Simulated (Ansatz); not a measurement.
# MnS: what the fields show

```
Mn S
1.0
     4.03112    0.00000    0.00000
    -2.01556    3.49105    0.00000
     0.00000    0.00000    6.46692
Mn S
2 2
Cartesian
  2.0156 1.1637 3.2260
  0.0000 2.3274 6.4594
  0.0000 2.3274 4.0493
  2.0156 1.1637 0.8158
```

Space group P6₃mc; a structure from a database of computed crystals, not necessarily the ambient phase; computed pressure about −6 GPa in this cell; the SCF solution may not be the lowest one; the program warned that another magnetic order may lie lower; spin-polarised.

These are results of Kohn-Sham DFT of a periodic cell, LDA, Ansatz PAW in Ansatz 0.2.0, not measurements.

In a PAW calculation such maps are meaningful between the atoms, not at the nuclei.

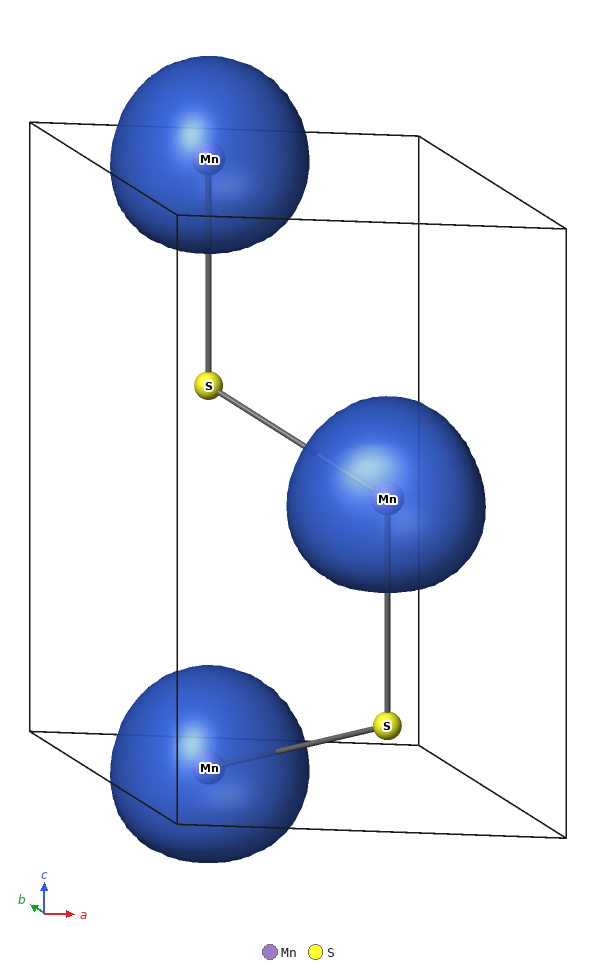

Figure 1. Isosurface of the spin density at +0.15 e/Å³ (blue), seen slightly off an axis. Sticks mark near contacts.

Where is the spin, and how is it ordered?

The spin density sits on Mn: +4.1 μB (×2) in one cell of 4 atoms, with smaller moments on S (up to +0.14 μB): parallel main moments (a ferromagnetic arrangement) in this solution. The cell of the calculation (4 atoms) carries 9.9 μB of net spin moment.

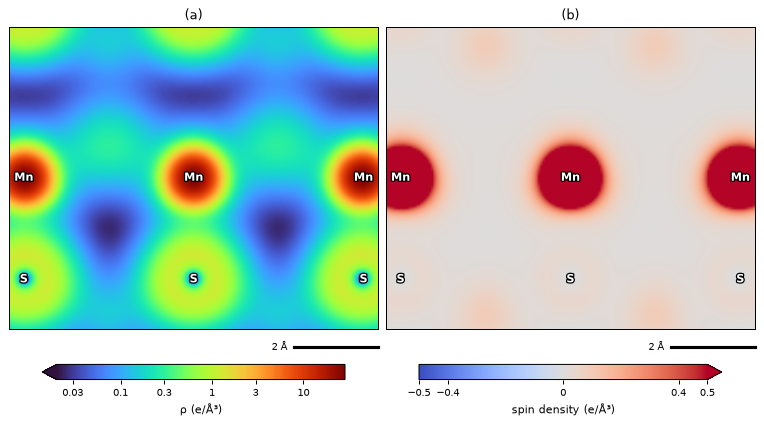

Figure 2. (a) valence electron density; (b) magnetisation density (up minus down) on the (010) plane of the conventional cell.

Interpret the plot.

Atoms in the plane: Mn and S.
Mn–S (2.41 Å): the density is about 0.46 e/Å³ at the midpoint.
Between the atoms the lowest density in this plane is 0.03 e/Å³.

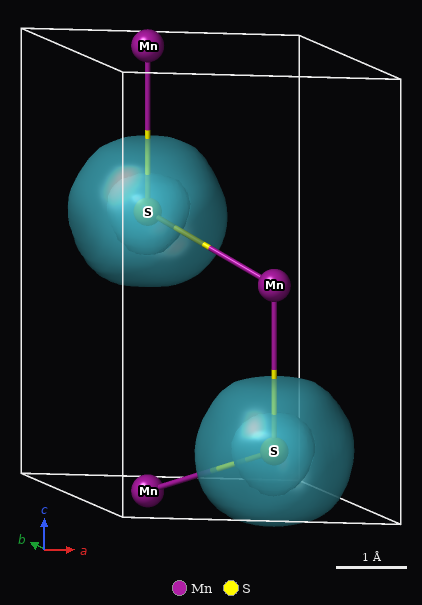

Figure 3. Isosurface of the ELF at 0.75 (cyan), seen slightly off an axis. Core shells and regions of very low density are left out. Sticks mark near contacts.

What do the ELF domains correspond to?

The surface consists of two regions wrapped around S (the valence shell of each), counted in one cell of 4 atoms. Any copies at cell faces, edges or corners count once. Profiles from the grid: Mn–S (2.41 Å): the ELF peaks at about 0.90 in the valence shell of S, 0.9 Å from its nucleus, and is about 0.50 at the midpoint. Mn–S (2.47 Å): the ELF peaks at about 0.90 in the valence shell of S, 0.8 Å from its nucleus, and is about 0.50 at the midpoint.
